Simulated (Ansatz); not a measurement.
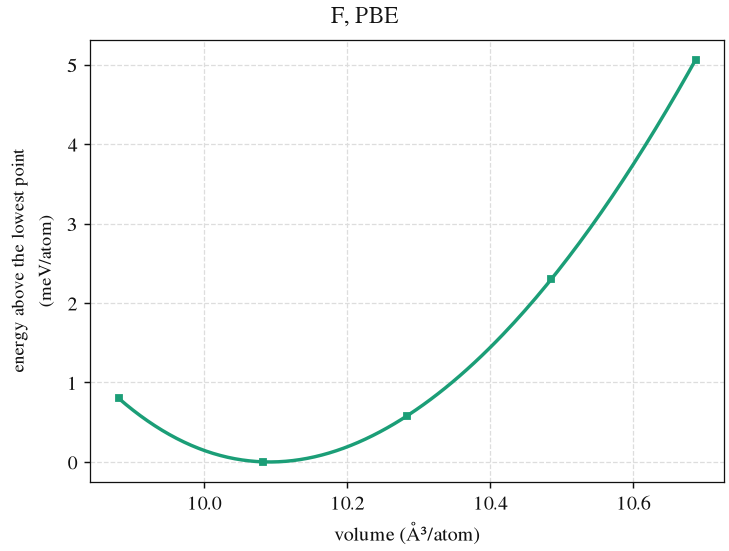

Plotted: energy above the lowest point against volume for F, space group Im-3m (No. 229) (one of a set of cubic test structures, which need not be the stable phase).

Method: equation of state of a cubic crystal from periodic Kohn-Sham density functional theory without spin; pressure corrected for the finite basis (Ansatz 0.2.0 development build). Level: PBE.

```tsv
setting	value
structure type	bcc
atoms in cell	1
space group number	229
lattice centring	body-centred primitive
k mesh	28×28×28
occupation method	Fermi–Dirac
occupation width	0.06123 eV
wave cutoff	420 eV
datasets	soft-1 PAW
density tolerance	1e-07 eV
bands	8
density cutoff ratio	4
search for lower states	default
```

From this curve and the settings, what does the calculation give for the pressure at the same points?

The pressure falls from 1.194 GPa at volume 9.88 Å³/atom to −2.568 GPa at 10.69 Å³/atom, and changes sign near 10.09 Å³/atom.

| volume (Å³/atom) | pressure (GPa) |
| --- | --- |
| 9.88 | 1.194 |
| 10.08 | 0.060 |
| 10.28 | −0.930 |
| 10.49 | −1.804 |
| 10.69 | −2.568 |

Caveats: cubic model structure, not the ambient form; no spin polarisation, a magnetic state may lie lower.
